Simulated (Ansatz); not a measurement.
```
CELL_PARAMETERS angstrom
3.54757 0.00000 0.00000
-1.77379 3.07229 0.00000
0.00000 0.00000 16.31003
ATOMIC_POSITIONS crystal
Zr 0.00000 0.00000 0.75000
B 0.66667 0.33333 0.82630
Zr 0.33333 0.66667 0.91336
B 0.00000 0.00000 0.00000
Zr 0.66667 0.33333 0.08664
B 0.33333 0.66667 0.17370
Zr 0.00000 0.00000 0.25000
B 0.33333 0.66667 0.32630
Zr 0.66667 0.33333 0.41336
B 0.00000 0.00000 0.50000
Zr 0.33333 0.66667 0.58664
B 0.66667 0.33333 0.67370
```

Space group P6₃/mmc; a generated structure, not necessarily the stable one.

These are results of DFT r2SCAN, scalar-relativistic, plane waves, PAW in Ansatz, not measurements.

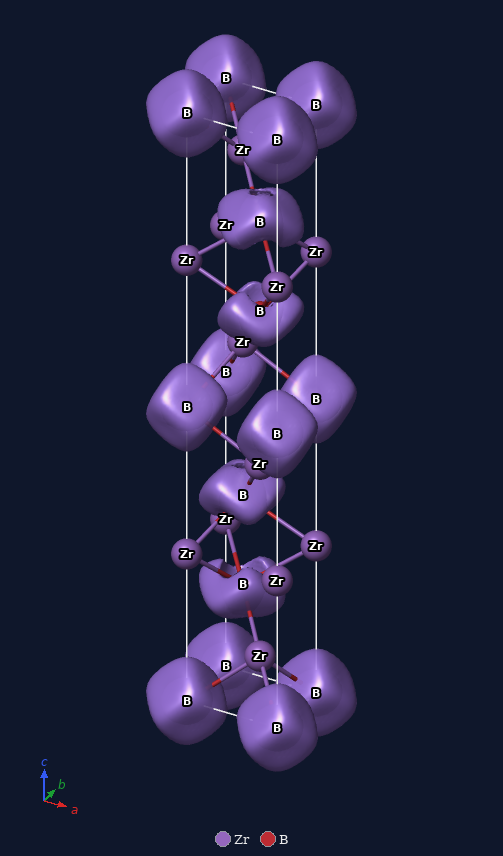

ZrB. Isosurface of the ELF at 0.7 (purple), seen slightly off an axis. Only the valence region is drawn (cores and ρ < 0.01 e/Å³ removed). Sticks mark near contacts.

Core electrons are frozen (PAW), and the valence fields are smoothed inside the atomic spheres.

**What do the ELF domains correspond to?**

The surface consists of six regions wrapped around B (the valence shell of each), counted in one cell of 12 atoms. Any copies at cell faces, edges or corners count once.

Values along the shortest contacts:
Zr–B (2.40 Å): the ELF peaks at about 0.70 in the valence shell of B, 0.7 Å from its nucleus, and is about 0.20 at the midpoint. Zr–B (2.49 Å): the ELF peaks at about 0.75 in the valence shell of B, 0.8 Å from its nucleus, and is about 0.25 at the midpoint.
